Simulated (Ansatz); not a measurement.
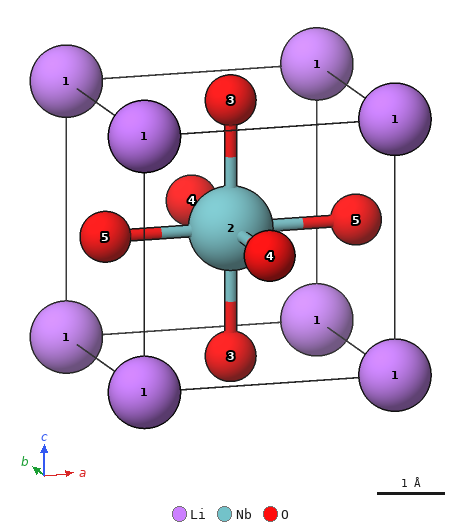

Reference structure: solid LiNbO$_{3}$ (built on the cubic perovskite type) at its r2SCAN-relaxed geometry. The picture is a ball-and-stick view of the cell of the calculation, seen slightly off an axis.

Theory: DFT, HSE06, plane waves, PAW (Ansatz 0.2.0). Set-up: plane-wave cutoff 420 eV; k-point mesh 4 × 4 × 4; occupations fixed; no spin polarisation.

The variant: The cell is strained by +0.7 % along [1 −1 0], −0.7 % along [1 1 0], none along the third axis (volume 0.0 %). The atoms were relaxed with r2SCAN under that strain, and this is a single point on that geometry.

> Predict the response.

The energy changes by less than 1 meV per atom. The pressure goes from −2.9 to −2.9 GPa. The principal stresses (compression positive) are −1.8 GPa along [1 1 0], −2.9 GPa along c, −4.0 GPa along [1 −1 0]. All forces vanish by symmetry. The space group (tolerance 0.01 Å) goes from Pm-3m (No. 221) to Cmmm (No. 65).
